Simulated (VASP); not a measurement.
**Run report: CuO, optical-spectrum calculation (part 1 of 3)**

The run: optical-spectrum calculation of CuO (F-43m, 2 atoms in the cell). Method and program: Kohn-Sham DFT of a periodic cell, PBE, VASP PAW PBE potentials, recommended, no spin polarisation (VASP 6.6.1).

The structure was built on a prototype by a generator; it need not be a known phase.

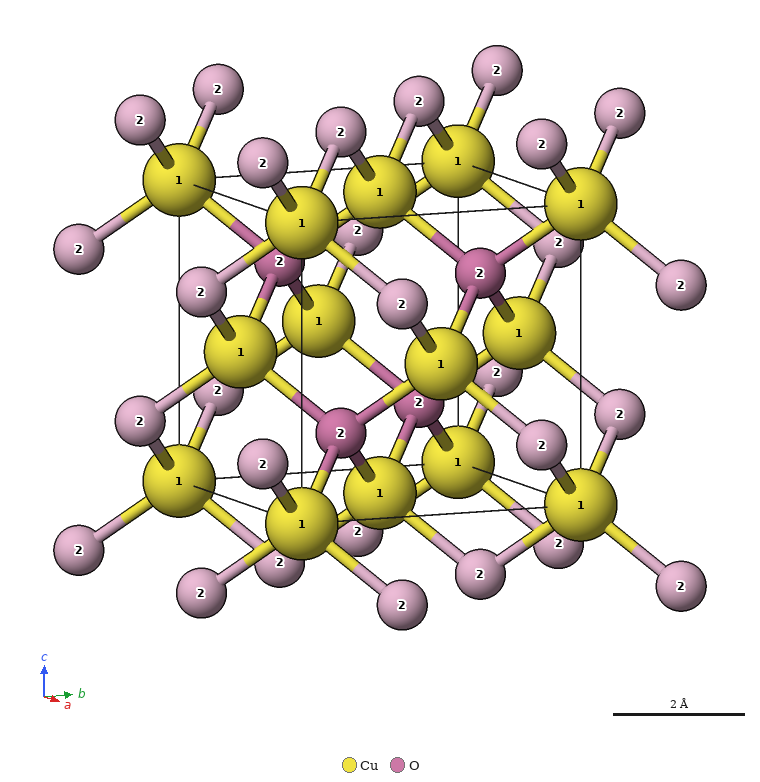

The structure as given in the input (ball-and-stick view of the cell 4 times as large as that of the calculation, set on its symmetry axes, seen slightly off an axis; neighbours outside the cell are drawn fainter; atoms are numbered from 1 in the order of the input). Near neighbours in the crystal (not all of them lie inside the picture): Cu has 4 O at 2.02 Å; O has 4 Cu at 2.02 Å.

INCAR:
```
  PREC = Accurate
  ENCUT = 520
  EDIFF = 1E-6
  ISMEAR = 0
  SIGMA = 0.02
  LREAL = False
  LASPH = True
  NELM = 80
  ALGO = Normal
  ISIF = 2
  LWAVE = False
  LCHARG = False
  GGA = PE
  LOPTICS = True
  NBANDS = 56
  NEDOS = 1000
  CSHIFT = 0.1
```

KPOINTS:
```
Automatic mesh
0
Gamma
  10 10 10
```

POSCAR:
```
CuO
1.0
    0.0000000000      2.3272527300      2.3272527300
    2.3272527300      0.0000000000      2.3272527300
    2.3272527300      2.3272527300      0.0000000000
Cu O
1 1
Direct
    0.0000000000      0.0000000000      0.0000000000
    0.2500000000      0.2500000000      0.2500000000
```

Hardware: 1 thread of Intel Xeon @ 2.50GHz (Skylake/Cascade Lake), 96 GiB of memory available, shared host.

Launched with:
```bash
cat potpaw_PBE.64/Cu/POTCAR potpaw_PBE.64/O/POTCAR > POTCAR
mpirun -np 1 vasp_std > vasp.out
```

OSZICAR:
```
N       E                     dE             d eps       ncg     rms          rms(c)
DAV:   1     0.136076254295E+03    0.13608E+03   -0.46120E+03  7728   0.415E+02
DAV:   2     0.155927296489E+01   -0.13452E+03   -0.11128E+03  5624   0.149E+02
DAV:   3    -0.123823690444E+02   -0.13942E+02   -0.13112E+02  6240   0.357E+01
DAV:   4    -0.125706636369E+02   -0.18829E+00   -0.18771E+00  6192   0.411E+00
DAV:   5    -0.125711180977E+02   -0.45446E-03   -0.45445E-03  6144   0.195E-01    0.120E+01
DAV:   6    -0.118159732527E+02    0.75514E+00   -0.93030E+00  7376   0.331E+01    0.110E+01
DAV:   7    -0.954398253770E+01    0.22720E+01   -0.39641E+00  7368   0.252E+01    0.146E+00
DAV:   8    -0.950024771278E+01    0.43735E-01   -0.73492E-02  6440   0.168E+00    0.699E-01
DAV:   9    -0.950282564935E+01   -0.25779E-02   -0.12920E-02  6936   0.727E-01    0.510E-01
DAV:  10    -0.949607457761E+01    0.67511E-02   -0.67059E-03  6888   0.529E-01    0.828E-02
DAV:  11    -0.949609520614E+01   -0.20629E-04   -0.35433E-04  6640   0.682E-02    0.299E-02
DAV:  12    -0.949612580111E+01   -0.30595E-04   -0.27325E-05  6752   0.362E-02    0.498E-03
DAV:  13    -0.949612592673E+01   -0.12562E-06   -0.29374E-06  6792   0.108E-02
   1 F= -.94961259E+01 E0= -.94956714E+01  d E =-.909102E-03
 imaginary and real dielectric function
```

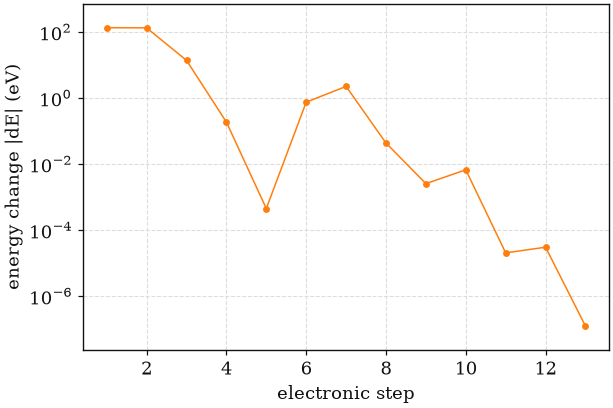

Convergence of the self-consistent field: energy change |dE| against the electronic step. It takes 13 electronic steps. The density is held fixed in the first few steps, and dE rises again when its update begins.

Parts of OUTCAR:
```
PREC = Accurate
   ENCUT = 520
   EDIFF = 1E-6
   ISMEAR = 0
   LREAL = False
   LASPH = True
   NELM = 80
   ISIF = 2
   GGA = PE

 ion  position               nearest neighbor table
   1  0.000  0.000  0.000-   2 2.02   2 2.02   2 2.02   2 2.02
   2  0.250  0.250  0.250-   1 2.02   1 2.02   1 2.02   1 2.02

  LATTYP: Found a face centered cubic cell.
 ALAT       =     4.6545054600

  Lattice vectors:

 A1 = (   0.0000000000,   2.3272527300,   2.3272527300)
 A2 = (   2.3272527300,   0.0000000000,   2.3272527300)
 A3 = (   2.3272527300,   2.3272527300,   0.0000000000)

Analysis of symmetry for initial positions (statically):
=====================================================================
 Subroutine PRICEL returns:
 Original cell was already a primitive cell.

 Routine SETGRP: Setting up the symmetry group for a
 face centered cubic supercell.

 Subroutine GETGRP returns: Found 24 space group operations
 (whereof 24 operations were pure point group operations)
 out of a pool of 48 trial point group operations.

The static configuration has the point symmetry T_d .

Analysis of symmetry for dynamics (positions and initial velocities):
=====================================================================
 Subroutine PRICEL returns:
 Original cell was already a primitive cell.

 Routine SETGRP: Setting up the symmetry group for a
 face centered cubic supercell.

 Subroutine GETGRP returns: Found 24 space group operations
 (whereof 24 operations were pure point group operations)
 out of a pool of 48 trial point group operations.

The dynamic configuration has the point symmetry T_d .

 Subroutine INISYM returns: Found 24 space group operations
 (whereof 24 operations are pure point group operations),
 and found     1 'primitive' translations

----------------------------------------------------------------------------------------

                                     Primitive cell

  volume of cell :      25.2093

  direct lattice vectors                    reciprocal lattice vectors
     0.000000000  2.327252730  2.327252730    -0.214845596  0.214845596  0.214845596
     2.327252730  0.000000000  2.327252730     0.214845596 -0.214845596  0.214845596
     2.327252730  2.327252730  0.000000000     0.214845596  0.214845596 -0.214845596

  length of vectors
     3.291232374  3.291232374  3.291232374     0.372123488  0.372123488  0.372123488

  position of ions in fractional coordinates (direct lattice)
     0.000000000  0.000000000  0.000000000
     0.250000000  0.250000000  0.250000000

  ion indices of the primitive-cell ions
   primitive index   ion index
                 1           1
                 2           2

----------------------------------------------------------------------------------------

 KPOINTS: Automatic mesh

Automatic generation of k-mesh.
 Grid dimensions read from file:
 generate k-points for:   10   10   10

 Generating k-lattice:

  Cartesian coordinates                     Fractional coordinates (reciprocal lattice)
    -0.021484560  0.021484560  0.021484560     0.100000000  0.000000000  0.000000000
     0.021484560 -0.021484560  0.021484560     0.000000000  0.100000000  0.000000000
     0.021484560  0.021484560 -0.021484560     0.000000000  0.000000000  0.100000000

  Length of vectors
     0.037212349  0.037212349  0.037212349

  Shift w.r.t. Gamma in fractional coordinates (k-lattice)
     0.000000000  0.000000000  0.000000000

 Subroutine IBZKPT returns following result:
 ===========================================

 Found     47 irreducible k-points:

 Following reciprocal coordinates:
            Coordinates               Weight
  0.000000  0.000000  0.000000      1.000000
  0.100000  0.000000  0.000000      8.000000
  0.200000  0.000000  0.000000      8.000000
  0.300000  0.000000  0.000000      8.000000
  0.400000  0.000000  0.000000      8.000000
  0.500000  0.000000  0.000000      4.000000
  0.100000  0.100000  0.000000      6.000000
  0.200000  0.100000  0.000000     24.000000
  0.300000  0.100000  0.000000     24.000000
  0.400000  0.100000  0.000000     24.000000
  0.500000  0.100000  0.000000     24.000000
 -0.400000  0.100000  0.000000     24.000000
 -0.300000  0.100000  0.000000     24.000000
 -0.200000  0.100000  0.000000     24.000000
 -0.100000  0.100000  0.000000     12.000000
  0.200000  0.200000  0.000000      6.000000
  0.300000  0.200000  0.000000     24.000000
  0.400000  0.200000  0.000000     24.000000
  0.500000  0.200000  0.000000     24.000000
 -0.400000  0.200000  0.000000     24.000000
 -0.300000  0.200000  0.000000     24.000000
 -0.200000  0.200000  0.000000     12.000000
  0.300000  0.300000  0.000000      6.000000
  0.400000  0.300000  0.000000     24.000000
 [... further k-points ...]
   k-points           NKPTS =     47   k-points in BZ     NKDIM =     47   number of bands    NBANDS=     56
   number of dos      NEDOS =   1000   number of ions     NIONS =      2
   total plane-waves  NPLWV =  13824
   dimension x,y,z NGX =    24 NGY =   24 NGZ =   24
   dimension x,y,z NGXF=    48 NGYF=   48 NGZF=   48
   ions per type =               1   1
   NGX,Y,Z   is equivalent  to a cutoff of  12.12, 12.12, 12.12 a.u.
   NGXF,Y,Z  is equivalent  to a cutoff of  24.25, 24.25, 24.25 a.u.
 SYSTEM =  unknown system
   PREC   = accura    normal or accurate (medium, high low for compatibility)
   ISTART =      0    job   : 0-new  1-cont  2-samecut
   ICHARG =      2    charge: 1-file 2-atom 10-const
   ISPIN  =      1    spin polarized calculation?
   LNONCOLLINEAR =      F non collinear calculations
   LSORBIT =      F    spin-orbit coupling
   LASPH  =      T    aspherical Exc in radial PAW
   ENCUT  =  520.0 eV  38.22 Ry    6.18 a.u.   6.12  6.12  6.12*2*pi/ulx,y,z
   NELM   =     80;   NELMIN=  2; NELMDL= -5     # of ELM steps
   EDIFF  = 0.1E-05   stopping-criterion for ELM
   LREAL  =      F    real-space projection
   EDIFFG = 0.1E-04   stopping-criterion for IOM
   NSW    =      0    number of steps for IOM
   IBRION =     -1    ionic relax: 0-MD 1-quasi-New 2-CG
   NFREE  =      0    steps in history (QN), initial steepest desc. (CG)
   ISIF   =      2    stress and relaxation
   ISYM   =      2    0-nonsym 1-usesym 2-fastsym
   POTIM  = 0.5000    time-step for ionic-motion
   TEBEG  =    0.0;   TEEND  =   0.0 temperature during run
   PSTRESS=    0.0 pullay stress
   NELECT =      17.0000    total number of electrons
   NUPDOWN=      -1.0000    fix difference up-down
   EMIN   =  10.00;   EMAX   =-10.00  energy-range for DOS
   EFERMI =   0.00;   METHOD = LEGACY
   ISMEAR =     0;   SIGMA  =   0.02  broadening in eV -4-tet -1-fermi 0-gaus
   EFERMI_NEDOS =   21; number of points for ismear=-14 and -15
   IALGO  =     38    algorithm
   IMIX   =      4    mixing-type and parameters
     AMIX     =   0.40;   BMIX     =  1.00
     AMIX_MAG =   1.60;   BMIX_MAG =  1.00
  volume/ion in A,a.u.               =      12.60        85.06
  Fermi-wavevector in a.u.,A,eV,Ry     =   1.435614  2.712916 28.041426  2.060987
  Thomas-Fermi vector in A             =   2.554893
   LORBIT       =      0    0 simple, 1 ext, 2 COOP (PROOUT), +10 PAW based schemes
   GGA     = PE    functional components
   LHFCALC =     F    Hartree Fock is set to
   AEXX    =    0.0000 exact exchange contribution
   IVDW    =     0    specifies the selected vdW correction
   LEPSILON=     F    determine dielectric tensor
   LRPA    =     F    only Hartree local field effects (RPA)
 non-spin polarized calculation
 Gauss-broadening in eV      SIGMA  =   0.02
  energy-cutoff  :      520.00
  volume of cell :       25.21
 maximum number of plane-waves:       700
   NGX = 13   NGY = 13   NGZ = 13

 number of electron      16.9999985 magnetization

 Free energy of the ion-electron system (eV)
  ---------------------------------------------------
  ext. energy  EPLUGINS =         0.00000000
  ---------------------------------------------------
  free energy    TOTEN  =        -9.49612593 eV

  energy without entropy =       -9.49521682  energy(sigma->0) =       -9.49567138

 E-fermi :   3.0483     XC(G=0): -10.5765     alpha+bet : -9.2596

 val. band max:        3.0476642935   @ k =   0.3000   0.2000   0.1000
 cond. band min:       3.0592538750   @ k =   0.5000   0.0000   0.0000
 fundamental gap:      0.0115895815
 Fermi energy:         3.0482791390

 k-point     1 :       0.0000    0.0000    0.0000
  band No.  band energies     occupation
      1     -15.2077      2.00000
      2      -1.2925      2.00000
      3      -1.2925      2.00000
      4      -1.2925      2.00000
      5       1.2348      2.00000
      6       1.2348      2.00000
      7       3.7806      0.00000
      8       3.7806      0.00000
      9       3.7806      0.00000
     10       3.9604      0.00000
     11      16.9175      0.00000
     12      16.9175      0.00000
     13      16.9175      0.00000
     14      23.3347      0.00000
     15      23.4514      0.00000
     16      23.4514      0.00000
     17      23.4514      0.00000
     18      25.3975      0.00000
     19      25.3975      0.00000
     20      26.8567      0.00000

 k-point     2 :       0.1000    0.0000    0.0000
  band No.  band energies     occupation
      1     -15.1590      2.00000
      2      -1.4386      2.00000
      3      -1.2653      2.00000
      4      -1.2653      2.00000
      5       1.2265      2.00000
      6       1.2265      2.00000
      7       3.2878      0.00000
      8       3.7229      0.00000
      9       3.7229      0.00000
     10       4.6497      0.00000
     11      16.0376      0.00000
     12      16.9916      0.00000
     13      16.9916      0.00000
     14      22.3024      0.00000
     15      22.7145      0.00000
     16      22.7145      0.00000
     17      24.8812      0.00000
     18      26.5453      0.00000
     19      26.5453      0.00000
     20      28.2647      0.00000

 k-point     3 :       0.2000    0.0000    0.0000
  band No.  band energies     occupation
      1     -15.0278      2.00000
      2      -1.7555      2.00000
      3      -1.1963      2.00000
      4      -1.1963      2.00000
      5       1.2181      2.00000
      6       1.2181      2.00000
      7       2.7090      2.00000
      8       3.5643      0.00000
      9       3.5643      0.00000
     10       5.7185      0.00000
     11      14.3549      0.00000
     12      17.0678      0.00000
     13      17.0678      0.00000
     14      21.3365      0.00000
     15      22.1300      0.00000
     16      22.1300      0.00000
     17      26.9401      0.00000
     18      28.3051      0.00000
     19      28.3051      0.00000
     20      31.3279      0.00000

 k-point     4 :       0.3000    0.0000    0.0000
  band No.  band energies     occupation
      1     -14.8612      2.00000
      2      -2.0502      2.00000
      3      -1.1182      2.00000
      4      -1.1182      2.00000
      5       1.2409      2.00000
      6       1.2409      2.00000
      7       2.0985      2.00000
      8       3.3473      0.00000
      9       3.3473      0.00000
     10       6.9698      0.00000
     11      12.7331      0.00000
     12      16.9295      0.00000
     13      16.9295      0.00000
     14      20.7233      0.00000
     15      22.4044      0.00000
     16      22.4044      0.00000
     17      28.0440      0.00000
     18      29.4676      0.00000
     19      29.4676      0.00000
     20      32.5432      0.00000

 k-point     5 :       0.4000    0.0000    0.0000
  band No.  band energies     occupation
      1     -14.7225      2.00000
      2      -2.2257      2.00000
      3      -1.0626      2.00000
      4      -1.0626      2.00000
      5       1.2970      2.00000
      6       1.2970      2.00000
      7       1.6034      2.00000
      8       3.1456      0.00000
      9       3.1456      0.00000
     10       8.1925      0.00000
     11      11.4027      0.00000
     12      16.6881      0.00000
     13      16.6881      0.00000
     14      20.4389      0.00000
     15      23.2324      0.00000
     16      23.2324      0.00000
     17      27.5677      0.00000
     18      29.4321      0.00000
     19      29.4321      0.00000
     20      34.6728      0.00000

 [... the levels of 18 k-points are left out ...]

 k-point    24 :       0.4000    0.3000    0.0000
  band No.  band energies     occupation
      1     -14.6460      2.00000
      2      -2.2452      2.00000
      3      -0.8964      2.00000
      4      -0.8522      2.00000
      5       1.0059      2.00000
      6       1.3829      2.00000
      7       2.0522      2.00000
      8       2.4993      2.00000
      9       2.5451      2.00000
     10       8.2401      0.00000
     11      12.8848      0.00000
     12      14.6950      0.00000
     13      16.9296      0.00000
     14      17.4744      0.00000
     15      25.2199      0.00000
     16      27.1054      0.00000
     17      29.2858      0.00000
     18      30.8260      0.00000
     19      31.2100      0.00000
     20      32.0005      0.00000

 [... further k-points ...]

 [bands above 20 left out]

------------------------ aborting loop because EDIFF is reached ----------------------------------------

  FORCE on cell =-STRESS in cart. coord.  units (eV):
  Direction    XX          YY          ZZ          XY          YZ          ZX
  --------------------------------------------------------------------------------------
  -------------------------------------------------------------------------------------
  Total       -1.4544646     -1.4544646     -1.4544646      0.0000000     -0.0000000      0.0000000
  in kB      -92.4385457    -92.4385457    -92.4385457      0.0000000     -0.0000000      0.0000000
  external PRESSURE =     -92.4385457 kB  Pullay stress =       0.0000000 kB

 VOLUME and BASIS-vectors are now :
```
